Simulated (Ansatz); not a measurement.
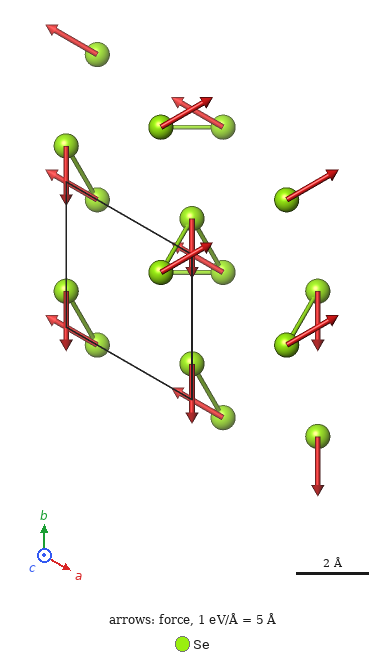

Starting geometry of a crystal of Se (built on the database structure type) with the computed forces as red arrows. A ball-and-stick model of the cell of the calculation, repeated 2 × 2 × 1 with one cell outlined, seen along the c axis.

Level of theory: DFT, r2SCAN+rVV10, plane waves, PAW in Ansatz 0.2.0.

Input file:
```yaml
crystal:
  lattice:
    - [4.0705970748, 0.0, 0.0]
    - [-2.0352985374, 3.5252404754, 0.0]
    - [0.0, 0.0, 5.1255829722]
  atoms:
    - { symbol: Se, position: [0.2472103345, 0.0, 0.3333333333] }
    - { symbol: Se, position: [0.0, 0.2472103345, 0.6666666667] }
    - { symbol: Se, position: [0.7527896655, 0.7527896655, 0.0] }
kpoints:
  mp_grid: { grid: [6, 6, 4] }
hamiltonian:
  xc: r2scan
  dispersion: rvv10
scf:
  occupations: { method: fermi_dirac, width: 0.02 }
relax:
  f_tol: 0.005
  cell: {}
output:
  write_density: true
  write_potential: true
  elf: true
  volumetric_format: npy
```

Command:
```bash
ansatz run input.yaml --threads 2 --pin off --max-ram 2211MiB --backend cpu --events-out ev --progress --plain --runs-dir out
```

What follows when this structure is relaxed?

Answer. It isn't relaxed: the largest force vector, on Se atoms, is 0.34 eV/Å. The atoms end up moving mostly along the starting forces (cosine between the two patterns 1.00). The largest moves relative to the cell, 0.080 Å, are those of Se1, Se2 and Se3. Se2 goes along −b. Cell: a = b 4.071 → 4.293 Å (+5.5 %), c 5.126 → 5.041 Å (−1.7 %). Volume +9.4 %. Among the contacts that change: Se1–Se2 2.441 → 2.389 Å. The space group stays P3_121 (No. 152). After 5 accepted moves (7 points after the start) the energy has fallen by 17.7 meV per atom. The largest force component goes from 0.34 to 0.00017 eV/Å. The pressure goes from 0.25 to 0.01 GPa. The line search rejected the trial step at point 2 of the run. The SCF was repeated once at an unchanged geometry on a basis and grid sized afresh for the cell, which shifted the energy by 0.1 meV per atom at most.
